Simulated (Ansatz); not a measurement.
Consider Al8N7 (cell charge −1, with a compensating background) (cell with a defect).

```
CELL_PARAMETERS angstrom
-3.11000 -5.38668 0.00000
4.66500 -2.69334 0.00000
0.00000 0.00000 4.98000
ATOMIC_POSITIONS crystal
Al 0.50000 0.64332 0.00909
Al 0.50000 0.31595 0.51663
N 0.50000 0.65991 0.40187
N 0.75354 0.16163 0.36793
Al 0.25956 0.18481 0.98352
Al 0.25188 0.83420 0.50745
N 0.24646 0.16163 0.36793
N 0.25245 0.83653 0.88891
Al 0.00000 0.67043 0.00319
Al 0.00000 0.33232 0.49218
N 0.00000 0.66790 0.38503
N 0.00000 0.34250 0.87039
Al 0.74044 0.18481 0.98352
Al 0.74812 0.83420 0.50745
N 0.74755 0.83653 0.88891
```

PAW files of the earlier set (soft_1).

Method: Ansatz, DFT PBE, scalar-relativistic, plane waves, PAW.

Predict the valence pseudo-density and electron localisation function between the atoms.

Answer. Al–N (1.90 Å): ρ at the midpoint is about 0.69 e/Å³; the ELF peaks at about 0.90 between the atoms: a shared but strongly polarised pair.

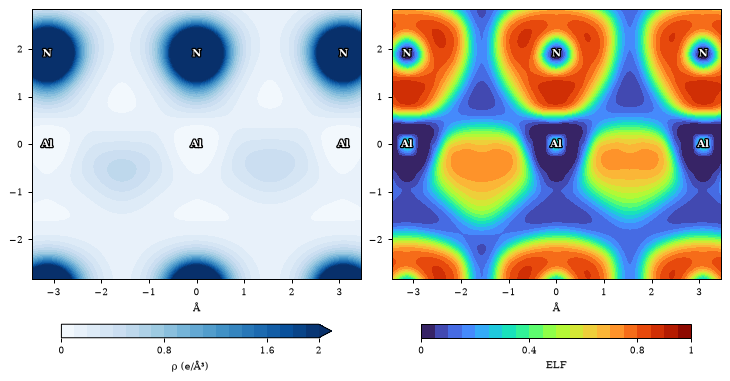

Computed valence pseudo-density and electron localisation function on the (010) plane of the calculation cell, in this order. Atoms just off the plane (Al, 0.9 Å away and N, 0.9 Å away) can leave unmarked features too.
